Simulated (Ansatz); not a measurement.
**Geometry relaxation, with input and output: Ti3O2 (part 1 of 2)**

- system: Ti3O2 (R-3c, 10 atoms in the cell)
- method: DFT PBEsol, scalar-relativistic, plane waves, PAW, no spin polarisation (Ansatz 0.2.0)

The structure derives from a Materials Project entry. Figures and captions count atoms from 1; the log counts them from 0 in places.

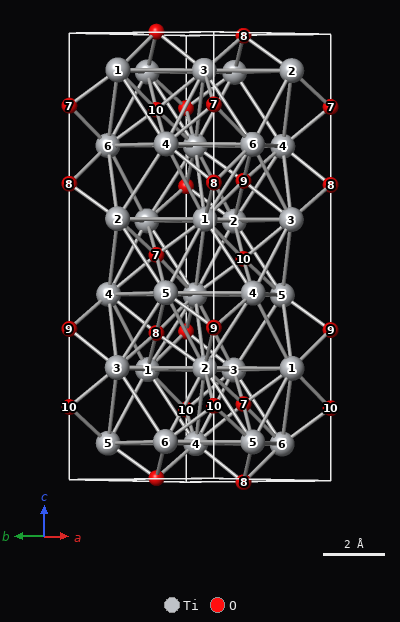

Figure 1. The starting structure (ball-and-stick view of the cell 3 times as large as that of the calculation, set on its symmetry axes, seen at an oblique angle; atoms are numbered from 1 in the order of the input). An atom can appear more than once, as a periodic image. Near neighbours in the periodic cell (some may lie outside the picture): Ti has 4 O at 2.07 to 2.13 Å and 12 Ti at 2.92 to 3.01 Å; O has 6 Ti at 2.07 to 2.13 Å.

## The input
```yaml
crystal:
  lattice:
    - [2.5510662879, 1.4728588081, 4.9537952125]
    - [-2.5510662879, 1.4728588081, 4.9537952125]
    - [0.0, -2.9457176161, 4.9537952125]
  atoms:
    - { symbol: Ti, position: [0.91919994, 0.58080006, 0.25] }
    - { symbol: Ti, position: [0.58080006, 0.25, 0.91919994] }
    - { symbol: Ti, position: [0.25, 0.91919994, 0.58080006] }
    - { symbol: Ti, position: [0.75, 0.08080006, 0.41919994] }
    - { symbol: Ti, position: [0.41919994, 0.75, 0.08080006] }
    - { symbol: Ti, position: [0.08080006, 0.41919994, 0.75] }
    - { symbol: O, position: [0.83746095, 0.83746095, 0.83746095] }
    - { symbol: O, position: [0.66253905, 0.66253905, 0.66253905] }
    - { symbol: O, position: [0.33746095, 0.33746095, 0.33746095] }
    - { symbol: O, position: [0.16253905, 0.16253905, 0.16253905] }
basis:
  ecutwfc: 420
kpoints:
  mp_grid: { grid: [12, 12, 12] }
hamiltonian:
  xc: pbesol
scf:
  occupations: { method: gaussian, width: 0.1 }
output:
  forces: true
  stress: true
  eigenvalues: true
  write_density: true
  write_potential: true
  elf: true
  volumetric_format: npy
relax:
  adjacent_minimum: "off"
  f_tol: 0.005
  max_steps: 80
  cell: { stress_tol: 0.05 }
```

Machine: 2 threads of Arm Neoverse V2, 24 GiB of memory available, shared host.

Launch command:
```bash
ansatz run input.yaml --threads 2 --pin off --max-ram 5120MiB --backend cpu --events-out ev --progress --plain --runs-dir out
```

## Output
```
Engine: ansatz 0.2.0, aarch64-unknown-linux-gnu
Pseudopotentials: kind: paw
Pseudopotential: Ti, paw, valence charge 12, recommended cutoff 420 eV (normal), Ti.paw.azcp
Pseudopotential: O, paw, valence charge 6, recommended cutoff 420 eV (normal), O.paw.azcp
Functional definition: PBEsol
  exchange = pbesol_x
  correlation = pbesol_c
Crystal: 10 atoms, lattice volume = 111.679 Å³
Basis set: ecut = 420 eV, 2219 PW (Γ), exchange–correlation on 80×80×80 points (8 copies of the dense FFT grid, shifted against one another)
Bands: 58, of which v1, the nominal top of the filled ones, is band 48 counted from 1 (47 counted from 0)
Symmetry: 12 space group operations
Space group: R-3c (ITA 167), of the structure as read, at distance tolerance 4.8e-5 Å
k-points: 189 of 1728
Non-local potential: Ti, projectors of the file, l = 0: 3, l = 1: 2, l = 2: 3, l = 3: 1
Non-local potential: O, projectors of the file, l = 0: 2, l = 1: 2, l = 2: 1
PAW form: soft (Blöchl's): semilocal exchange-correlation on the pseudo side does not see the compensation charge
PAW frozen core: Ti, regenerated for the run's functional, and the local potential with it (the file was generated under x = pbe(κ = 0.804, μ = 0.2195149727645171), c = pbe(β = 0.06672455060314922))
PAW frozen core: O, regenerated for the run's functional, and the local potential with it (the file was generated under x = pbe(κ = 0.804, μ = 0.2195149727645171), c = pbe(β = 0.06672455060314922))
PAW one-centre angular grid: Ti, 590 points (default); XC on 64 Gauss nodes
PAW one-centre angular grid: O, 110 points (default); XC on 64 Gauss nodes
Initial density: superposition of atomic densities (neutral atoms: chi_scale 0, normalization atom), corrected by the library's trained network
Initial wavefunctions: pseudopotential atomic-orbital guess
Functional: x = pbesol(κ = 0.804, μ = 0.12345679012345678), c = pbesol(β = 0.046)
SCF iter   1: F=—  HF=-17098.738403 eV  |F-HF|=—  |Δ(HF+E_count)|=         —  Δρ=1.30e-2  dr2=9.72e-2  ethr=1.77e-3  ⟨swp⟩=5.5  Hψ=42268  notcnv=0
preconditioner: auto → Kerker (q_TF=auto, 2.660 Å⁻¹)  [metal: Δε(μ)=0.003 eV  Ē_g=8.909 eV  σ=0.100 eV  W_gap=0.02  n_scr=34 (ndim 8)  ℏωp=24.3 eV  f_vac=0.000  D(μ)=2.78/eV (n_scr^D=14)]
SCF iter   2: F=—  HF=-17098.712010 eV  |F-HF|=—  |Δ(HF+E_count)|=   2.64e-2  Δρ=5.38e-3  dr2=1.55e-2  ethr=1.01e-4  ⟨swp⟩=2.0  Hψ=17612  notcnv=0  defer=722
SCF iter   3: F=—  HF=-17098.709063 eV  |F-HF|=—  |Δ(HF+E_count)|=   2.95e-3  Δρ=1.38e-3  dr2=1.15e-3  ethr=1.61e-5  ⟨swp⟩=3.0  Hψ=19596  notcnv=0  defer=722
SCF iter   4: F=—  HF=-17098.709022 eV  |F-HF|=—  |Δ(HF+E_count)|=   4.04e-5  Δρ=3.90e-4  dr2=1.59e-4  ethr=1.20e-6  ⟨swp⟩=2.6  Hψ=15000  notcnv=0  defer=722
SCF iter   5: F=—  HF=-17098.708997 eV  |F-HF|=—  |Δ(HF+E_count)|=   2.48e-5  Δρ=1.12e-4  dr2=1.79e-5  ethr=1.66e-7  ⟨swp⟩=2.0  Hψ=13987  notcnv=0  defer=722
SCF iter   6: F=—  HF=-17098.708987 eV  |F-HF|=—  |Δ(HF+E_count)|=   1.06e-5  Δρ=2.16e-5  dr2=6.22e-7  ethr=1.86e-8  ⟨swp⟩=2.0  Hψ=14038  notcnv=0  defer=722
SCF iter   7: F=-17098.708987 eV  HF=-17098.708987 eV  |F-HF|=2.94e-8  |Δ(HF+E_count)|=   1.12e-7  Δρ=5.35e-6  dr2=4.07e-8  ethr=1.04e-10  ⟨swp⟩=16.9  Hψ=73893  notcnv=0
SCF 1 converged in 7 iterations: F = -17098.708987 eV  dr2 = 4.07e-8
  greatest PAW one-centre occupation: 0.999 electrons in one spin orbital (limit 2), on the Ti atom at site 5 (counted from 0), in its partial waves of l = 0
relax step   1: F+E_penalty+E_count = -17098.70898677 eV  Δ(F+E_penalty+E_count) = +0.000e0 eV  max|allowed force component| = 1.645e-1 eV/Å  Δτ_max = 0.0000 Å  P = -5.747 GPa  Ω = 111.679 Å³  (7 SCF iters, dr2 threshold 1.00e-7 eV, accepted)
Crystal: 10 atoms, lattice volume = 109.349 Å³
Basis set: ecut = 420 eV, 2159 PW (Γ), exchange–correlation on 80×80×80 points (8 copies of the dense FFT grid, shifted against one another)
Initial density: handed on by an earlier stage of this run
Initial wavefunctions: those handed on with the density
iter 1 solved again at ethr=7.02e-7 eV; its pass at ethr=3.10e-3 eV (dr2=6.74e-4 eV) is discarded
SCF iter   1: F=—  HF=-17098.770626 eV  |F-HF|=—  |Δ(HF+E_count)|=         —  Δρ=1.10e-3  dr2=6.66e-4  ethr=7.02e-7  ⟨swp⟩=2.3  Hψ=61124  notcnv=0
preconditioner: auto → Kerker (q_TF=auto, 2.670 Å⁻¹)  [metal: Δε(μ)=0.010 eV  Ē_g=9.044 eV  σ=0.100 eV  W_gap=0.06  n_scr=34 (ndim 8)  ℏωp=24.6 eV  f_vac=0.000  D(μ)=2.77/eV (n_scr^D=14)]
SCF iter   2: F=—  HF=-17098.770693 eV  |F-HF|=—  |Δ(HF+E_count)|=   6.69e-5  Δρ=5.55e-4  dr2=2.53e-4  ethr=6.94e-7  ⟨swp⟩=2.0  Hψ=12969  notcnv=0
SCF iter   3: F=—  HF=-17098.770697 eV  |F-HF|=—  |Δ(HF+E_count)|=   4.66e-6  Δρ=1.74e-4  dr2=2.73e-5  ethr=2.63e-7  ⟨swp⟩=2.2  Hψ=15860  notcnv=0
SCF iter   4: F=—  HF=-17098.770689 eV  |F-HF|=—  |Δ(HF+E_count)|=   8.16e-6  Δρ=3.90e-5  dr2=1.82e-6  ethr=2.84e-8  ⟨swp⟩=2.0  Hψ=14344  notcnv=0
iter 5 did not close the SCF: its close was put off for the readings that it lacked (scf_convergence_deferred on its scf_iter line)
SCF iter   5: F=-17098.770689 eV  HF=-17098.770689 eV  |F-HF|=9.74e-8  |Δ(HF+E_count)|=   1.45e-7  Δρ=9.51e-6  dr2=1.32e-7  ethr=1.90e-9  ⟨swp⟩=2.0  Hψ=14654  notcnv=0
SCF iter   6: F=-17098.770689 eV  HF=-17098.770689 eV  |F-HF|=8.39e-9  |Δ(HF+E_count)|=   3.58e-8  Δρ=3.39e-6  dr2=1.20e-8  ethr=1.38e-10  ⟨swp⟩=9.6  Hψ=67261  notcnv=0
SCF 2 converged in 6 iterations: F = -17098.770689 eV  dr2 = 1.20e-8
relax step   2: F+E_penalty+E_count = -17098.77068913 eV  Δ(F+E_penalty+E_count) = -6.170e-2 eV  max|allowed force component| = 7.035e-2 eV/Å  Δτ_max = 0.0043 Å  P = -1.273 GPa  Ω = 109.349 Å³  energy of the carried Pulay correction = +6.729e-3 eV  (6 SCF iters, dr2 threshold 1.00e-6 eV, accepted)
Crystal: 10 atoms, lattice volume = 108.738 Å³
Basis set: ecut = 420 eV, 2123 PW (Γ), exchange–correlation on 80×80×80 points (8 copies of the dense FFT grid, shifted against one another)
iter 1 solved again at ethr=7.51e-7 eV; its pass at ethr=3.10e-3 eV (dr2=7.21e-4 eV) is discarded
SCF iter   1: F=—  HF=-17098.775849 eV  |F-HF|=—  |Δ(HF+E_count)|=         —  Δρ=7.75e-4  dr2=6.72e-4  ethr=7.51e-7  ⟨swp⟩=2.3  Hψ=52717  notcnv=0
preconditioner: auto → Kerker (q_TF=auto, 2.672 Å⁻¹)  [metal: Δε(μ)=0.003 eV  Ē_g=9.085 eV  σ=0.100 eV  W_gap=0.02  n_scr=34 (ndim 8)  ℏωp=24.7 eV  f_vac=0.000  D(μ)=2.76/eV (n_scr^D=14)]
SCF iter   2: F=—  HF=-17098.775728 eV  |F-HF|=—  |Δ(HF+E_count)|=   1.21e-4  Δρ=4.28e-4  dr2=2.62e-4  ethr=7.00e-7  ⟨swp⟩=1.0  Hψ=10963  notcnv=0
SCF iter   3: F=—  HF=-17098.775641 eV  |F-HF|=—  |Δ(HF+E_count)|=   8.64e-5  Δρ=1.20e-4  dr2=2.33e-5  ethr=2.73e-7  ⟨swp⟩=2.0  Hψ=14756  notcnv=0
SCF iter   4: F=—  HF=-17098.775634 eV  |F-HF|=—  |Δ(HF+E_count)|=   6.92e-6  Δρ=4.18e-5  dr2=1.85e-6  ethr=2.43e-8  ⟨swp⟩=2.0  Hψ=14806  notcnv=0
iter 5 did not close the SCF: its close was put off for the readings that it lacked (scf_convergence_deferred on its scf_iter line)
SCF iter   5: F=-17098.775634 eV  HF=-17098.775634 eV  |F-HF|=5.71e-8  |Δ(HF+E_count)|=   3.59e-7  Δρ=1.01e-5  dr2=9.01e-8  ethr=1.93e-9  ⟨swp⟩=2.0  Hψ=14763  notcnv=0
SCF iter   6: F=-17098.775634 eV  HF=-17098.775634 eV  |F-HF|=6.39e-9  |Δ(HF+E_count)|=   2.29e-8  Δρ=3.10e-6  dr2=1.05e-8  ethr=9.38e-11  ⟨swp⟩=9.1  Hψ=68153  notcnv=0
SCF 3 converged in 6 iterations: F = -17098.775634 eV  dr2 = 1.05e-8
  greatest PAW one-centre occupation: 0.999 electrons in one spin orbital (limit 2), on the Ti atom at site 3 (counted from 0), in its partial waves of l = 0
relax step   3: F+E_penalty+E_count = -17098.77563410 eV  Δ(F+E_penalty+E_count) = -4.945e-3 eV  max|allowed force component| = 1.246e-2 eV/Å  Δτ_max = 0.0043 Å  P = +0.032 GPa  Ω = 108.738 Å³  energy of the carried Pulay correction = +8.516e-3 eV  (6 SCF iters, dr2 threshold 1.00e-6 eV, accepted)
Crystal: 10 atoms, lattice volume = 108.734 Å³
iter 1 solved again at ethr=7.01e-8 eV; its pass at ethr=3.10e-3 eV (dr2=6.73e-5 eV) is discarded
SCF iter   1: F=—  HF=-17098.775729 eV  |F-HF|=—  |Δ(HF+E_count)|=         —  Δρ=2.13e-4  dr2=6.47e-5  ethr=7.01e-8  ⟨swp⟩=2.8  Hψ=49148  notcnv=0
preconditioner: auto → Kerker (q_TF=auto, 2.672 Å⁻¹)  [metal: Δε(μ)=0.003 eV  Ē_g=9.082 eV  σ=0.100 eV  W_gap=0.02  n_scr=34 (ndim 8)  ℏωp=24.7 eV  f_vac=0.000  D(μ)=2.76/eV (n_scr^D=14)]
SCF iter   2: F=—  HF=-17098.775721 eV  |F-HF|=—  |Δ(HF+E_count)|=   8.69e-6  Δρ=1.24e-4  dr2=2.77e-5  ethr=6.74e-8  ⟨swp⟩=1.0  Hψ=10962  notcnv=0
SCF iter   3: F=—  HF=-17098.775700 eV  |F-HF|=—  |Δ(HF+E_count)|=   2.04e-5  Δρ=2.44e-5  dr2=1.11e-6  ethr=2.88e-8  ⟨swp⟩=2.0  Hψ=14760  notcnv=0
SCF iter   4: F=—  HF=-17098.775700 eV  |F-HF|=—  |Δ(HF+E_count)|=   3.58e-7  Δρ=9.13e-6  dr2=4.94e-8  ethr=1.15e-9  ⟨swp⟩=2.0  Hψ=14762  notcnv=0
iter 5 did not close the SCF: its close was put off for the readings that it lacked (scf_convergence_deferred on its scf_iter line)
SCF iter   5: F=-17098.775700 eV  HF=-17098.775700 eV  |F-HF|=3.14e-9  |Δ(HF+E_count)|=   1.04e-8  Δρ=2.21e-6  dr2=4.88e-9  ethr=5.15e-11  ⟨swp⟩=2.0  Hψ=15528  notcnv=0
SCF iter   6: F=-17098.775700 eV  HF=-17098.775700 eV  |F-HF|=2.84e-10  |Δ(HF+E_count)|=  7.64e-10  Δρ=6.76e-7  dr2=4.89e-10  ethr=5.08e-12  ⟨swp⟩=5.4  Hψ=54985  notcnv=0
SCF 4 converged in 6 iterations: F = -17098.775700 eV  dr2 = 4.89e-10
relax step   4: F+E_penalty+E_count = -17098.77569977 eV  Δ(F+E_penalty+E_count) = -6.566e-5 eV  max|allowed force component| = 4.421e-3 eV/Å  Δτ_max = 0.0011 Å  P = +0.023 GPa  Ω = 108.734 Å³  energy of the carried Pulay correction = +8.529e-3 eV  (6 SCF iters, dr2 threshold 1.15e-8 eV, accepted)
Initial wavefunctions: pseudopotential atomic-orbital guess (no wavefunctions were taken with the density)
iter 1 solved again at ethr=4.35e-7 eV; its pass at ethr=3.10e-3 eV (dr2=4.17e-4 eV) is discarded
SCF iter   1: F=—  HF=-17098.768359 eV  |F-HF|=—  |Δ(HF+E_count)|=         —  Δρ=1.85e-4  dr2=5.52e-6  ethr=4.35e-7  ⟨swp⟩=3.7  Hψ=67092  notcnv=0
preconditioner: auto → Kerker (q_TF=auto, 2.672 Å⁻¹)  [metal: Δε(μ)=0.002 eV  Ē_g=9.082 eV  σ=0.100 eV  W_gap=0.01  n_scr=34 (ndim 8)  ℏωp=24.7 eV  f_vac=0.000  D(μ)=2.76/eV (n_scr^D=14)]
SCF iter   2: F=—  HF=-17098.768356 eV  |F-HF|=—  |Δ(HF+E_count)|=   2.97e-6  Δρ=8.99e-5  dr2=1.22e-6  ethr=5.75e-9  ⟨swp⟩=2.0  Hψ=15457  notcnv=0
SCF iter   3: F=—  HF=-17098.768357 eV  |F-HF|=—  |Δ(HF+E_count)|=   1.00e-6  Δρ=2.32e-5  dr2=8.70e-8  ethr=1.28e-9  ⟨swp⟩=2.0  Hψ=13126  notcnv=0
SCF iter   4: F=—  HF=-17098.768357 eV  |F-HF|=—  |Δ(HF+E_count)|=   6.71e-8  Δρ=1.01e-6  dr2=5.58e-10  ethr=9.06e-11  ⟨swp⟩=2.0  Hψ=14063  notcnv=0
SCF iter   5: F=—  HF=-17098.768357 eV  |F-HF|=—  |Δ(HF+E_count)|=  5.82e-11  Δρ=3.56e-7  dr2=1.63e-10  ethr=1.00e-12  ⟨swp⟩=2.0  Hψ=11500  notcnv=0
SCF iter   6: F=-17098.768357 eV  HF=-17098.768357 eV  |F-HF|=2.18e-11  |Δ(HF+E_count)|=  4.00e-11  Δρ=1.23e-7  dr2=2.14e-11  ethr=1.00e-12  ⟨swp⟩=10.2  Hψ=49332  notcnv=0
SCF 5 converged in 6 iterations: F = -17098.768357 eV  dr2 = 2.14e-11
relax step   5: F+E_penalty+E_count = -17098.76835690 eV  Δ(F+E_penalty+E_count) = +7.343e-3 eV  max|allowed force component| = 4.575e-3 eV/Å  Δτ_max = 0.0000 Å  P = -0.100 GPa  Ω = 108.734 Å³  stress off target by 1.04e-1 GPa  SCF on the basis re-selected at this cell (its energy is not comparable with the rows above)  (6 SCF iters)
basis re-selected at this cell: Δ(F+E_penalty+E_count) = +7.343e-3 eV, ΔP = -0.123 GPa vs the last step (what re-selecting the basis moved, of the pressure what is left beyond the Pulay correction that the steps carried, after the strain that the cell walked since its last selection, with what the two solves' SCF thresholds leave and, on support functions, any second-order correction that the steps lacked; it is no measure of the basis error at this ecutwfc). This SCF's stress stands 1.04e-1 GPa from its target on what of the cell is left free (relax.cell.stress_tol is 5.00e-2 GPa) and its largest allowed force component is 4.57e-3 eV/Å (relax.f_tol is 5.00e-3 eV/Å): not within both, so this SCF does not close the relaxation
Crystal: 10 atoms, lattice volume = 108.685 Å³
iter 1 solved again at ethr=1.00e-9 eV; its pass at ethr=3.10e-3 eV (dr2=9.60e-7 eV) is discarded
SCF iter   1: F=—  HF=-17098.768523 eV  |F-HF|=—  |Δ(HF+E_count)|=         —  Δρ=3.11e-5  dr2=6.93e-7  ethr=1.00e-9  ⟨swp⟩=2.8  Hψ=51709  notcnv=0
preconditioner: auto → Kerker (q_TF=auto, 2.672 Å⁻¹)  [metal: Δε(μ)=0.010 eV  Ē_g=9.084 eV  σ=0.100 eV  W_gap=0.06  n_scr=34 (ndim 8)  ℏωp=24.7 eV  f_vac=0.000  D(μ)=2.76/eV (n_scr^D=14)]
SCF iter   2: F=—  HF=-17098.768517 eV  |F-HF|=—  |Δ(HF+E_count)|=   6.25e-6  Δρ=1.55e-5  dr2=2.40e-7  ethr=7.22e-10  ⟨swp⟩=2.0  Hψ=13072  notcnv=0
iter 3 did not close the SCF: its close was put off for the readings that it lacked (scf_convergence_deferred on its scf_iter line)
SCF iter   3: F=-17098.768517 eV  HF=-17098.768517 eV  |F-HF|=1.50e-8  |Δ(HF+E_count)|=   3.79e-8  Δρ=4.74e-6  dr2=2.50e-8  ethr=2.50e-10  ⟨swp⟩=2.0  Hψ=14615  notcnv=0
iter 4 did not close the SCF: its close was put off for the readings that it lacked (scf_convergence_deferred on its scf_iter line)
SCF iter   4: F=-17098.768517 eV  HF=-17098.768517 eV  |F-HF|=1.75e-10  |Δ(HF+E_count)|=   8.48e-9  Δρ=1.06e-6  dr2=1.05e-9  ethr=2.60e-11  ⟨swp⟩=2.0  Hψ=14779  notcnv=0
iter 5 did not close the SCF: its close was put off for the readings that it lacked (scf_convergence_deferred on its scf_iter line)
SCF iter   5: F=-17098.768517 eV  HF=-17098.768517 eV  |F-HF|=6.18e-11  |Δ(HF+E_count)|=  3.27e-11  Δρ=2.96e-7  dr2=8.61e-11  ethr=1.09e-12  ⟨swp⟩=2.0  Hψ=14770  notcnv=0
SCF iter   6: F=-17098.768517 eV  HF=-17098.768517 eV  |F-HF|=7.28e-12  |Δ(HF+E_count)|=  1.82e-11  Δρ=7.14e-8  dr2=3.74e-12  ethr=1.00e-12  ⟨swp⟩=5.3  Hψ=46054  notcnv=0
SCF 6 converged in 6 iterations: F = -17098.768517 eV  dr2 = 3.74e-12
relax step   6: F+E_penalty+E_count = -17098.76851682 eV  Δ(F+E_penalty+E_count) = -1.599e-4 eV  max|allowed force component| = 1.277e-3 eV/Å  Δτ_max = 0.0002 Å  P = +0.003 GPa  Ω = 108.685 Å³  energy of the carried Pulay correction = +1.424e-4 eV  (6 SCF iters, accepted)
iter 1 solved again at ethr=4.18e-7 eV; its pass at ethr=3.10e-3 eV (dr2=4.02e-4 eV) is discarded
SCF iter   1: F=—  HF=-17098.768386 eV  |F-HF|=—  |Δ(HF+E_count)|=         —  Δρ=3.59e-6  dr2=4.05e-9  ethr=4.18e-7  ⟨swp⟩=3.7  Hψ=67087  notcnv=0
eigensolver tolerance schedule: the retry pair's looser diagonalisation over-reported the residual by 99110.74 of it (diagonalisation noise at an unbounded share of the residual, at the tolerance the schedule requests for it); recorded, not acted on — ethr = c·dr2/N_el stays at c = 1.0e-1
SCF iter   2: F=—  HF=-17098.768381 eV  |F-HF|=—  |Δ(HF+E_count)|=   5.48e-6  Δρ=1.86e-6  dr2=1.12e-9  ethr=4.22e-12  ⟨swp⟩=4.2  Hψ=25199  notcnv=0
SCF iter   3: F=—  HF=-17098.768381 eV  |F-HF|=—  |Δ(HF+E_count)|=  3.64e-12  Δρ=1.04e-6  dr2=3.05e-10  ethr=1.17e-12  ⟨swp⟩=2.0  Hψ=12464  notcnv=0
iter 4 did not close the SCF: its close was put off for the readings that it lacked (scf_convergence_deferred on its scf_iter line)
SCF iter   4: F=-17098.768381 eV  HF=-17098.768381 eV  |F-HF|=0.00e0  |Δ(HF+E_count)|=  6.18e-11  Δρ=8.72e-8  dr2=2.21e-12  ethr=1.00e-12  ⟨swp⟩=2.2  Hψ=14138  notcnv=0
iter 5 did not close the SCF: its close was put off for the readings that it lacked (scf_convergence_deferred on its scf_iter line)
SCF iter   5: F=-17098.768381 eV  HF=-17098.768381 eV  |F-HF|=7.28e-12  |Δ(HF+E_count)|=  7.28e-12  Δρ=1.98e-8  dr2=3.14e-13  ethr=1.00e-12  ⟨swp⟩=1.0  Hψ=10962  notcnv=0
iter 6 did not close the SCF: its close was put off for the readings that it lacked (scf_convergence_deferred on its scf_iter line)
SCF iter   6: F=-17098.768381 eV  HF=-17098.768381 eV  |F-HF|=0.00e0  |Δ(HF+E_count)|=    0.00e0  Δρ=5.68e-9  dr2=2.71e-14  ethr=1.00e-12  ⟨swp⟩=1.0  Hψ=10962  notcnv=0
iter 7 did not close the SCF: its close was put off for the readings that it lacked (scf_convergence_deferred on its scf_iter line)
SCF iter   7: F=-17098.768381 eV  HF=-17098.768381 eV  |F-HF|=3.64e-12  |Δ(HF+E_count)|=    0.00e0  Δρ=2.06e-9  dr2=3.78e-15  ethr=1.00e-12  ⟨swp⟩=1.0  Hψ=10962  notcnv=0
SCF iter   8: F=-17098.768381 eV  HF=-17098.768381 eV  |F-HF|=3.64e-12  |Δ(HF+E_count)|=  7.28e-12  Δρ=6.08e-10  dr2=6.10e-16  ethr=1.00e-12  ⟨swp⟩=4.3  Hψ=29915  notcnv=0
SCF 7 converged in 8 iterations: F = -17098.768381 eV  dr2 = 6.10e-16
relax step   7: F+E_penalty+E_count = -17098.76838063 eV  Δ(F+E_penalty+E_count) = +1.362e-4 eV  max|allowed force component| = 1.277e-3 eV/Å  Δτ_max = 0.0000 Å  P = +0.002 GPa  Ω = 108.685 Å³  stress off target by 6.12e-3 GPa  SCF on the basis re-selected at this cell (its energy is not comparable with the rows above)  (8 SCF iters)
```

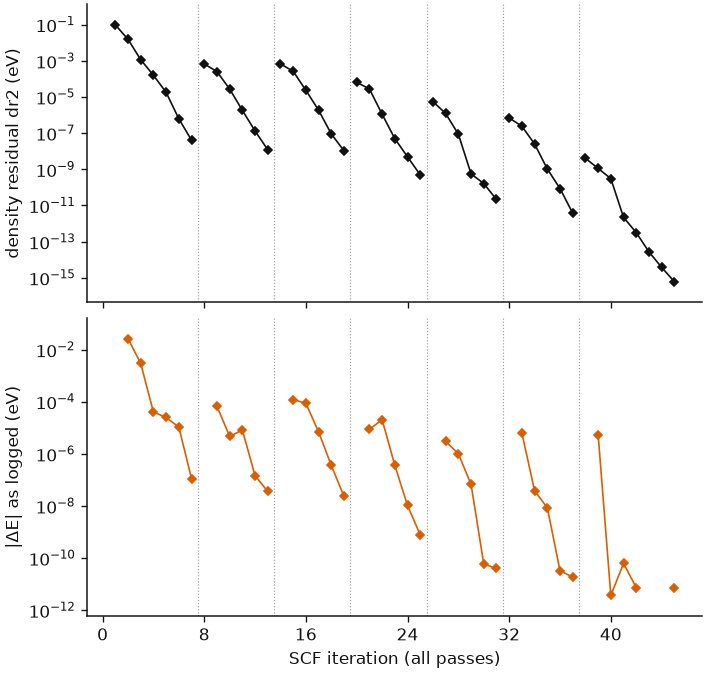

Figure 2. Convergence of the self-consistent field: density residual dr2 and size of the energy change against the SCF iteration. The dotted lines part the SCF passes of the relaxation: geometry steps, rejected trials and re-solves on a re-selected basis. The 7 passes take 6 to 8 iterations each, 45 in all.

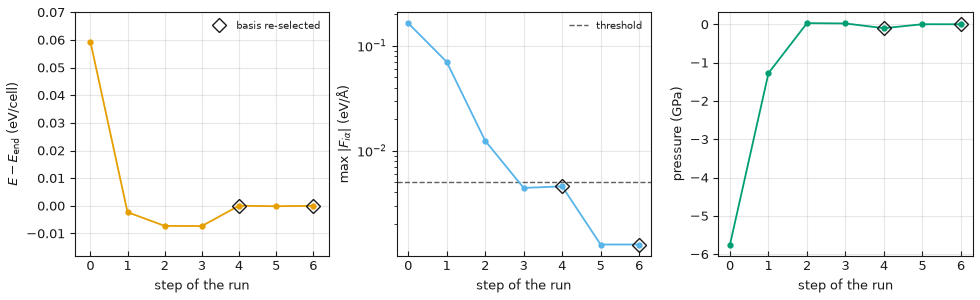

Figure 3. Progress of the relaxation, step by step (the first geometry is step 0 here and step 1 in the log).
